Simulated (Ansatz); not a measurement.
**Geometry relaxation, with input and output: Ti4Al4H (part 1 of 3)**

System: Ti4Al4H (slab, 9 atoms in the cell).
Method: DFT PBEsol, scalar-relativistic, plane waves, PAW, no spin polarisation (Ansatz 0.2.0).

The structure derives from an entry of the Crystallography Open Database. The input holds or restrains some coordinates. Forces given for the steps count only the free coordinates. It belongs to a series of runs on one base structure; here: H put at a top Al site.

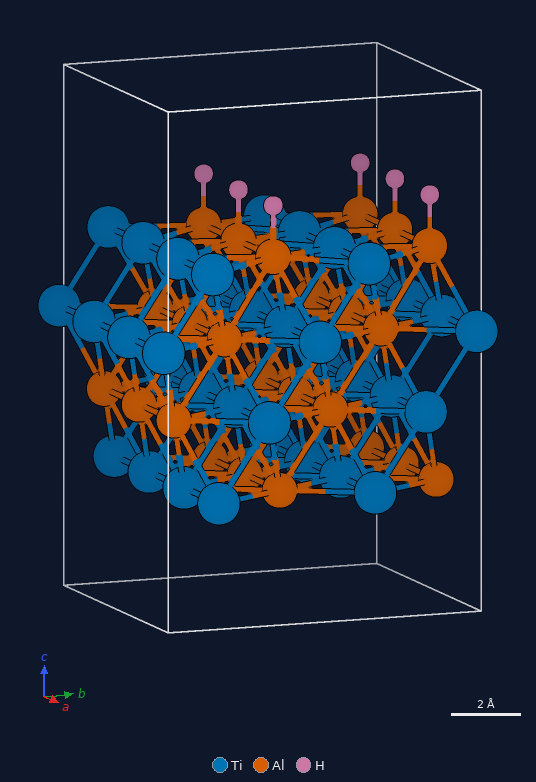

Figure 1. The input geometry (ball-and-stick view of the 3 × 2 repeat of the cell, with the vacuum cut short, seen slightly off an axis). An atom can appear more than once, as a periodic image.

Input
```yaml
crystal:
  lattice:
    - [2.7951585985, 0.0, 0.0]
    - [0.0, 4.9116531041, 0.0]
    - [0.0, 0.0, 25.895185751]
  atoms:
    - { symbol: Ti, position: [0.0, 0.3238601685, 0.3282463421] }
    - { symbol: Al, position: [0.5, 0.8238601685, 0.3282463421] }
    - { symbol: Ti, position: [0.0, 0.6477203369, 0.4170039696] }
    - { symbol: Al, position: [0.5, 0.1477203369, 0.4170039696] }
    - { symbol: Ti, position: [0.0, 0.9714622164, 0.5052707184] }
    - { symbol: Al, position: [0.5, 0.4712922267, 0.5060950249] }
    - { symbol: Ti, position: [0.0, 0.2846919189, 0.5916210053] }
    - { symbol: Al, position: [0.5, 0.7827906297, 0.596752324] }
    - { symbol: H, position: [0.5, 0.7827906297, 0.6554504934] }
basis:
  ecutwfc: 420
kpoints:
  mp_grid: { grid: [10, 6, 1] }
hamiltonian:
  xc: pbesol
scf:
  occupations: { method: gaussian, width: 0.1 }
output:
  forces: true
  eigenvalues: true
  write_density: true
  write_potential: true
  elf: true
  volumetric_format: npy
relax:
  adjacent_minimum: "off"
  f_tol: 0.03
  max_steps: 70
  constraints: [{ sites: [0, 1, 2, 3] }]
efield:
  axis: 3
  dipole_correction: true
  ramp_width: 0.04
```

Machine: 1 thread of Intel Xeon (Granite Rapids), 64 GiB of memory available, shared host.

Launch command:
```bash
ansatz run input.yaml --threads 1 --pin off --max-ram 2560MiB --backend cpu --events-out ev --progress --plain --runs-dir out
```

The program's output
```
Engine: ansatz 0.2.0, x86_64-unknown-linux-gnu
Pseudopotentials: kind: paw
Pseudopotential: Ti, paw, valence charge 12, recommended cutoff 420 eV (normal), Ti.paw.azcp
Pseudopotential: Al, paw, valence charge 3, recommended cutoff 420 eV (normal), Al.paw.azcp
Pseudopotential: H, paw, valence charge 1, recommended cutoff 420 eV (normal), H.paw.azcp
Functional definition: PBEsol
  exchange = pbesol_x
  correlation = pbesol_c
Crystal: 9 atoms, lattice volume = 355.511 Å³
Basis set: ecut = 420 eV, 6979 PW (Γ), exchange–correlation on 40×72×360 points (8 copies of the dense FFT grid, shifted against one another)
Bands: 40, of which v1, the nominal top of the filled ones, is band 31 counted from 1 (30 counted from 0)
Symmetry: 2 space group operations
Space group: Pm (ITA 6), of the structure as read, at distance tolerance 7.1e-5 Å
k-points: 24 of 60 (time reversal used)
Non-local potential: Ti, projectors of the file, l = 0: 3, l = 1: 2, l = 2: 3, l = 3: 1
Non-local potential: Al, projectors of the file, l = 0: 2, l = 1: 2, l = 2: 1
Non-local potential: H, projectors of the file, l = 0: 2, l = 1: 1
PAW form: soft (Blöchl's): semilocal exchange-correlation on the pseudo side does not see the compensation charge
PAW frozen core: Ti, regenerated for the run's functional, and the local potential with it (the file was generated under x = pbe(κ = 0.804, μ = 0.2195149727645171), c = pbe(β = 0.06672455060314922))
PAW frozen core: Al, regenerated for the run's functional, and the local potential with it (the file was generated under x = pbe(κ = 0.804, μ = 0.2195149727645171), c = pbe(β = 0.06672455060314922))
PAW one-centre angular grid: Ti, 590 points (default); XC on 64 Gauss nodes
PAW one-centre angular grid: Al, 110 points (default); XC on 64 Gauss nodes
PAW one-centre angular grid: H, 110 points (default); XC on 64 Gauss nodes
Initial density: superposition of atomic densities (neutral atoms: chi_scale 0, normalization atom), corrected by the library's trained network
Initial wavefunctions: pseudopotential atomic-orbital guess
Functional: x = pbesol(κ = 0.804, μ = 0.12345679012345678), c = pbesol(β = 0.046)
SCF iter   1: F=—  HF=-12008.840834 eV  |F-HF|=—  |Δ(HF+E_count)|=         —  Δρ=9.03e-3  dr2=1.55e0  ethr=1.77e-3  p=-0.021 e·Å  D=-1.07e-2 V/Å  ΔV_dip=0.28 eV  dr2_dipole=2.32e-5  V_vac-E_F(+/−)=4.67/4.39 eV  ⟨swp⟩=8.4  Hψ=4651  notcnv=0
efield: sawtooth ramp at fractional position 0.9718 (placed from the atoms, in the widest stretch of the axis that holds none; the zero of the levels goes with the place), width 0.0400; the density the first Hamiltonian is built on has a dipole p = -0.021 e·Å; the dipole correction subtracts the counter field D = -1.07e-2 V/Å, which shifts the + side's vacuum level by +0.28 eV against the − side's; the planar-averaged density in the ramp window peaks in size at 9.5e-6 e/Å³
preconditioner: auto → LDOS  [metal: Δε(μ)=0.028 eV  Ē_g=3.880 eV  σ=0.100 eV  W_gap=0.15  n_scr=42 (ndim 8)  ℏωp=10.6 eV  f_vac=0.555  D(μ)=7.13/eV (n_scr^D=36)  β→1.0]
SCF iter   2: F=—  HF=-12008.809749 eV  |F-HF|=—  |Δ(HF+E_count)|=   3.11e-2  Δρ=6.56e-3  dr2=8.71e-1  ethr=1.77e-3  p=-0.016 e·Å  D=-8.18e-3 V/Å  ΔV_dip=0.21 eV  dr2_dipole=3.75e-3  V_vac-E_F(+/−)=4.45/4.24 eV  ⟨swp⟩=2.1  Hψ=1306  notcnv=0  defer=53
SCF iter   3: F=—  HF=-12008.778401 eV  |F-HF|=—  |Δ(HF+E_count)|=   3.13e-2  Δρ=8.06e-4  dr2=5.48e-3  ethr=1.43e-3  p=-0.011 e·Å  D=-5.81e-3 V/Å  ΔV_dip=0.15 eV  dr2_dipole=6.34e-4  V_vac-E_F(+/−)=4.46/4.31 eV  ⟨swp⟩=2.0  Hψ=1056  notcnv=0  defer=53
SCF iter   4: F=—  HF=-12008.780053 eV  |F-HF|=—  |Δ(HF+E_count)|=   1.65e-3  Δρ=4.79e-4  dr2=2.76e-3  ethr=8.98e-6  p=-0.010 e·Å  D=-5.33e-3 V/Å  ΔV_dip=0.14 eV  dr2_dipole=2.07e-5  V_vac-E_F(+/−)=4.44/4.31 eV  ⟨swp⟩=2.0  Hψ=1312  notcnv=0  defer=53
SCF iter   5: F=—  HF=-12008.779983 eV  |F-HF|=—  |Δ(HF+E_count)|=   7.01e-5  Δρ=1.44e-4  dr2=1.19e-4  ethr=4.52e-6  p=-0.011 e·Å  D=-5.41e-3 V/Å  ΔV_dip=0.14 eV  dr2_dipole=7.06e-6  V_vac-E_F(+/−)=4.45/4.31 eV  ⟨swp⟩=1.8  Hψ=995  notcnv=0  defer=53
SCF iter   6: F=—  HF=-12008.780018 eV  |F-HF|=—  |Δ(HF+E_count)|=   3.53e-5  Δρ=7.25e-5  dr2=8.20e-5  ethr=1.95e-7  p=-0.011 e·Å  D=-5.45e-3 V/Å  ΔV_dip=0.14 eV  dr2_dipole=4.75e-6  V_vac-E_F(+/−)=4.45/4.31 eV  ⟨swp⟩=2.1  Hψ=1181  notcnv=0  defer=53
SCF iter   7: F=-12008.780016 eV  HF=-12008.780021 eV  |F-HF|=5.35e-6  |Δ(HF+E_count)|=   3.06e-6  Δρ=3.00e-5  dr2=8.04e-6  ethr=3.69e-8  p=-0.011 e·Å  D=-5.49e-3 V/Å  ΔV_dip=0.14 eV  dr2_dipole=2.74e-9  V_vac-E_F(+/−)=4.45/4.31 eV  ⟨swp⟩=21.0  Hψ=9046  notcnv=0
SCF 1 converged in 7 iterations: F = -12008.780016 eV  dr2 = 8.04e-6
  greatest PAW one-centre occupation: 0.999 electrons in one spin orbital (limit 2), on the Ti atom at site 2 (counted from 0), in its partial waves of l = 0
relax step   1: F+E_penalty+E_count = -12008.78001586 eV  Δ(F+E_penalty+E_count) = +0.000e0 eV  max|allowed force component| = 1.992e0 eV/Å  Δτ_max = 0.0000 Å  (7 SCF iters, dr2 threshold 2.25e-5 eV, accepted)
Initial density: handed on by an earlier stage of this run
Initial wavefunctions: those handed on with the density
iter 1 solved again at ethr=1.98e-3 eV; its pass at ethr=3.10e-3 eV (dr2=1.21e0 eV) is discarded
SCF iter   1: F=—  HF=-12008.990339 eV  |F-HF|=—  |Δ(HF+E_count)|=         —  Δρ=9.61e-3  dr2=1.22e0  ethr=1.98e-3  p=-0.011 e·Å  D=-5.49e-3 V/Å  ΔV_dip=0.14 eV  dr2_dipole=4.71e-2  V_vac-E_F(+/−)=4.44/4.30 eV  ⟨swp⟩=1.0  Hψ=3796  notcnv=0  defer=35
efield: sawtooth ramp at fractional position 0.9718 (handed on by an earlier solve), width 0.0400; the density the first Hamiltonian is built on has a dipole p = -0.011 e·Å; the dipole correction subtracts the counter field D = -5.49e-3 V/Å, which shifts the + side's vacuum level by +0.14 eV against the − side's; the planar-averaged density in the ramp window peaks in size at 2.2e-6 e/Å³
preconditioner: auto → LDOS  [metal: Δε(μ)=0.006 eV  Ē_g=3.889 eV  σ=0.100 eV  W_gap=0.03  n_scr=42 (ndim 8)  ℏωp=10.6 eV  f_vac=0.560  D(μ)=7.99/eV (n_scr^D=42)  β→1.0]
SCF iter   2: F=—  HF=-12008.933891 eV  |F-HF|=—  |Δ(HF+E_count)|=   5.64e-2  Δρ=5.61e-3  dr2=5.26e-1  ethr=1.98e-3  p=0.005 e·Å  D=2.64e-3 V/Å  ΔV_dip=-0.07 eV  dr2_dipole=1.79e-2  V_vac-E_F(+/−)=4.23/4.30 eV  ⟨swp⟩=2.2  Hψ=1397  notcnv=0  defer=35
SCF iter   3: F=—  HF=-12008.892521 eV  |F-HF|=—  |Δ(HF+E_count)|=   4.14e-2  Δρ=1.33e-3  dr2=1.82e-2  ethr=8.62e-4  p=-0.005 e·Å  D=-2.49e-3 V/Å  ΔV_dip=0.06 eV  dr2_dipole=2.08e-4  V_vac-E_F(+/−)=4.36/4.30 eV  ⟨swp⟩=2.0  Hψ=1408  notcnv=0  defer=45
SCF iter   4: F=—  HF=-12008.889107 eV  |F-HF|=—  |Δ(HF+E_count)|=   3.41e-3  Δρ=4.01e-4  dr2=1.55e-3  ethr=2.99e-5  p=-0.006 e·Å  D=-2.89e-3 V/Å  ΔV_dip=0.07 eV  dr2_dipole=2.11e-5  V_vac-E_F(+/−)=4.38/4.30 eV  ⟨swp⟩=2.7  Hψ=1519  notcnv=0  defer=44
SCF iter   5: F=—  HF=-12008.889204 eV  |F-HF|=—  |Δ(HF+E_count)|=   9.61e-5  Δρ=1.29e-4  dr2=7.12e-5  ethr=1.64e-7  p=-0.007 e·Å  D=-3.37e-3 V/Å  ΔV_dip=0.09 eV  dr2_dipole=8.62e-7  V_vac-E_F(+/−)=4.39/4.30 eV  ⟨swp⟩=22.1  Hψ=11190  notcnv=0
SCF iter   6: F=-12008.889238 eV  HF=-12008.889247 eV  |F-HF|=8.68e-6  |Δ(HF+E_count)|=   4.32e-5  Δρ=5.78e-5  dr2=2.15e-5  ethr=1.17e-7  p=-0.007 e·Å  D=-3.75e-3 V/Å  ΔV_dip=0.10 eV  dr2_dipole=2.43e-7  V_vac-E_F(+/−)=4.40/4.30 eV  ⟨swp⟩=16.3  Hψ=9723  notcnv=0
SCF 2 converged in 6 iterations: F = -12008.889238 eV  dr2 = 2.15e-5
[... from here on the iterations of each SCF are left out, up to the last one ...]
relax step   2: F+E_penalty+E_count = -12008.88923808 eV  Δ(F+E_penalty+E_count) = -1.092e-1 eV  max|allowed force component| = 5.726e-1 eV/Å  Δτ_max = 0.1929 Å  (6 SCF iters, dr2 threshold 1.00e-4 eV, accepted)
efield: sawtooth ramp at fractional position 0.9718 (handed on by an earlier solve), width 0.0400; the density the first Hamiltonian is built on has a dipole p = -0.007 e·Å; the dipole correction subtracts the counter field D = -3.75e-3 V/Å, which shifts the + side's vacuum level by +0.10 eV against the − side's; the planar-averaged density in the ramp window peaks in size at 1.5e-6 e/Å³
preconditioner: auto → LDOS  [metal: Δε(μ)=0.030 eV  Ē_g=3.867 eV  σ=0.100 eV  W_gap=0.16  n_scr=42 (ndim 8)  ℏωp=10.6 eV  f_vac=0.557  D(μ)=7.25/eV (n_scr^D=36)  β→1.0]
SCF 3 converged in 6 iterations: F = -12009.024684 eV  dr2 = 4.12e-6
relax step   3: F+E_penalty+E_count = -12009.02468400 eV  Δ(F+E_penalty+E_count) = -1.354e-1 eV  max|allowed force component| = 6.068e-1 eV/Å  Δτ_max = 0.1947 Å  (6 SCF iters, dr2 threshold 2.05e-5 eV, accepted)
efield: sawtooth ramp at fractional position 0.9718 (handed on by an earlier solve), width 0.0400; the density the first Hamiltonian is built on has a dipole p = -0.014 e·Å; the dipole correction subtracts the counter field D = -7.33e-3 V/Å, which shifts the + side's vacuum level by +0.19 eV against the − side's; the planar-averaged density in the ramp window peaks in size at 1.7e-6 e/Å³
preconditioner: auto → LDOS  [metal: Δε(μ)=0.021 eV  Ē_g=3.883 eV  σ=0.100 eV  W_gap=0.12  n_scr=42 (ndim 8)  ℏωp=10.6 eV  f_vac=0.556  D(μ)=7.03/eV (n_scr^D=36)  β→1.0]
SCF 4 converged in 5 iterations: F = -12009.240675 eV  dr2 = 2.84e-5
relax step   4: F+E_penalty+E_count = -12009.24067539 eV  Δ(F+E_penalty+E_count) = -2.160e-1 eV  max|allowed force component| = 9.144e-1 eV/Å  Δτ_max = 0.1950 Å  (5 SCF iters, dr2 threshold 3.04e-5 eV, accepted)
efield: sawtooth ramp at fractional position 0.9718 (handed on by an earlier solve), width 0.0400; the density the first Hamiltonian is built on has a dipole p = -0.018 e·Å; the dipole correction subtracts the counter field D = -9.10e-3 V/Å, which shifts the + side's vacuum level by +0.24 eV against the − side's; the planar-averaged density in the ramp window peaks in size at 2.2e-6 e/Å³
preconditioner: auto → LDOS  [metal: Δε(μ)=0.025 eV  Ē_g=3.908 eV  σ=0.100 eV  W_gap=0.14  n_scr=42 (ndim 8)  ℏωp=10.6 eV  f_vac=0.556  D(μ)=7.14/eV (n_scr^D=36)  β→1.0]
SCF 5 converged in 5 iterations: F = -12009.526182 eV  dr2 = 2.59e-5
relax step   5: F+E_penalty+E_count = -12009.52618211 eV  Δ(F+E_penalty+E_count) = -2.855e-1 eV  max|allowed force component| = 1.098e0 eV/Å  Δτ_max = 0.1950 Å  (5 SCF iters, dr2 threshold 1.00e-4 eV, accepted)
efield: sawtooth ramp at fractional position 0.9718 (handed on by an earlier solve), width 0.0400; the density the first Hamiltonian is built on has a dipole p = -0.018 e·Å; the dipole correction subtracts the counter field D = -9.37e-3 V/Å, which shifts the + side's vacuum level by +0.24 eV against the − side's; the planar-averaged density in the ramp window peaks in size at 2.5e-6 e/Å³
preconditioner: auto → LDOS  [metal: Δε(μ)=0.025 eV  Ē_g=3.924 eV  σ=0.100 eV  W_gap=0.14  n_scr=42 (ndim 8)  ℏωp=10.6 eV  f_vac=0.557  D(μ)=7.10/eV (n_scr^D=36)  β→1.0]
SCF 6 converged in 5 iterations: F = -12009.729333 eV  dr2 = 2.03e-5
relax step   6: F+E_penalty+E_count = -12009.72933254 eV  Δ(F+E_penalty+E_count) = -2.032e-1 eV  max|allowed force component| = 1.023e0 eV/Å  Δτ_max = 0.2000 Å  (5 SCF iters, dr2 threshold 1.00e-4 eV, accepted)
efield: sawtooth ramp at fractional position 0.9718 (handed on by an earlier solve), width 0.0400; the density the first Hamiltonian is built on has a dipole p = -0.028 e·Å; the dipole correction subtracts the counter field D = -1.42e-2 V/Å, which shifts the + side's vacuum level by +0.37 eV against the − side's; the planar-averaged density in the ramp window peaks in size at 1.2e-6 e/Å³
eigensolver tolerance schedule calibrated: the retry pair's looser diagonalisation under-reported the residual by θ = 0.14 (0.16/decade); ethr = c·dr2/N_el runs at the constant in force after the calibration composes with the one it found (an armed cap, an earlier calibration), c = 3.8e-2
preconditioner: auto → LDOS  [metal: Δε(μ)=0.015 eV  Ē_g=3.948 eV  σ=0.100 eV  W_gap=0.08  n_scr=42 (ndim 8)  ℏωp=10.6 eV  f_vac=0.556  D(μ)=7.60/eV (n_scr^D=42)  β→1.0]
SCF 7 converged in 5 iterations: F = -12010.042296 eV  dr2 = 1.66e-5
```
